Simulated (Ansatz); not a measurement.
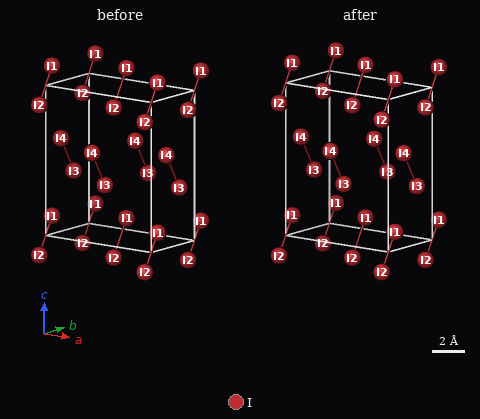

The structure of crystalline I (built on the solid type) before (left) and after (right) a relaxation, at one scale.

The picture is a ball-and-stick view of the conventional cell (2 times the calculation's cell), seen from a free direction. Lengths and directions refer to the drawn axes.

Case: volume 47.634 Å^3/atom.

Level of theory: DFT r2SCAN, scalar-relativistic, plane waves, PAW (Ansatz 0.2.0).

The input:
```yaml
crystal:
  lattice:
    - [4.2409987753, -2.2872277575, 0.0]
    - [4.2409987753, 2.2872277575, 0.0]
    - [0.0, 0.0, 9.8213803624]
  atoms:
    - { symbol: I, position: [0.8517181836, 0.1482818164, 0.1195051916] }
    - { symbol: I, position: [0.1482818164, 0.8517181836, 0.8804948084] }
    - { symbol: I, position: [0.3517181836, 0.6482818164, 0.3804948084] }
    - { symbol: I, position: [0.6482818164, 0.3517181836, 0.6195051916] }
basis:
  ecutwfc: 600
  ecutrho_ratio: 5
kpoints:
  mp_grid: { grid: [6, 6, 4] }
hamiltonian:
  xc: r2scan
scf:
  occupations: { method: gaussian, width: 0.05 }
output:
  forces: true
  stress: true
  eigenvalues: true
relax:
  f_tol: 0.04
  max_steps: 40
  cell: { stress_tol: 0.4, fix: [volume] }
```

### What changed between the two?

The energy falls by 44.3 meV per cell of the calculation in 3 accepted moves (4 points after the start). Largest force component: 0.32 eV/Å at the start, 0.023 eV/Å at the end. Pressure: 0.84 GPa at the start and −0.36 GPa at the end. The SCF was repeated once at an unchanged geometry on a basis and grid sized afresh for the cell, which shifted the energy by less than 0.05 meV per cell of the calculation at most. The largest moves relative to the cell, 0.014 Å, are those of I1, I2, I3 and I4. I3 goes roughly along [0 3 −1]. The drawn cell changes at constant volume: a 8.482 → 8.255 Å (−2.7 %), b 4.574 → 4.625 Å (+1.1 %), c 9.821 → 9.981 Å (+1.6 %). Among the contacts that change: I1–I2 2.711 → 2.773 Å. The space group stays Cmce (No. 64).
